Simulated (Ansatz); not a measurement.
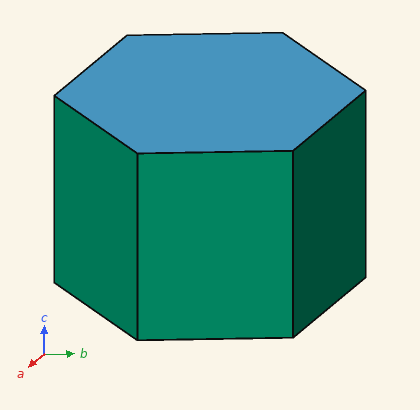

Crystal habit computed by the BFDH rule (growth rate of a face proportional to 1/d, systematic absences taken into account). This is a geometric estimate, not an energy calculation. Faces of one form share a colour. Cell of TiSi5: space group P6/mmm (No. 191), a = 4.472 Å, b = 4.472 Å, c = 5.030 Å, α = 90.00°, β = 90.00°, γ = 120.00°. Source: the geometry relaxed with DFT PBE, scalar-relativistic, plane waves, PAW (Ansatz). Forms under 0.4 % of the area are left out.

### Which form is which colour?

teal: {100} (d = 3.87 Å, 61 % of the area); blue: {001} (d = 5.03 Å, 39 % of the area).
